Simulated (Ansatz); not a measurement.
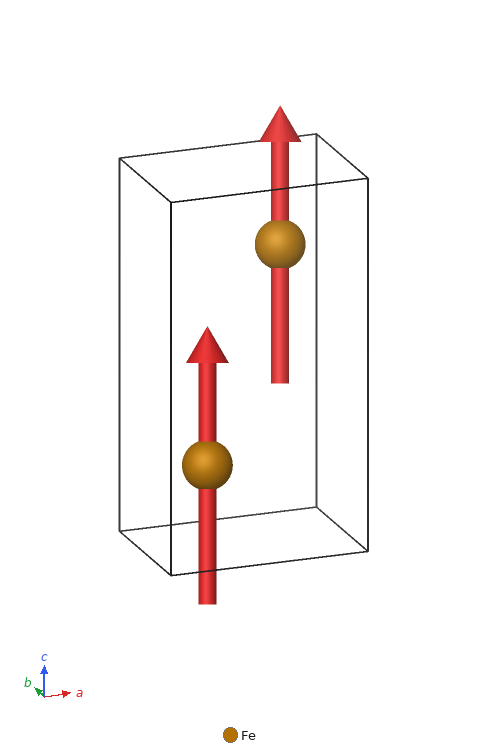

Structure drawing (ball-and-stick), viewed slightly off an axis. The outline marks the simulation cell. Arrows are the site magnetic moments above 0.25 μB; longer means larger, and red and blue are up and down (without spin-orbit coupling the axis itself is arbitrary).

This is the state reached for Fe. Results below were computed with DFT PBE, scalar-relativistic, plane waves, PAW in Ansatz 0.2.0; the settings were a cutoff energy of 420 eV, k-grid 18×18×10, Gaussian smearing of 0.1 eV, collinear spins.

### Characterise the magnetic order.

Ferromagnetic (within this cell). Site moments: 2 Fe +2.2 μB. The net spin moment of the whole cell is 4.3 μB.

The structure was taken from a structure listed in the Materials Project. The picture shows the end point of a geometry optimisation with DFT PBE, scalar-relativistic, plane waves, PAW in Ansatz 0.2.0.
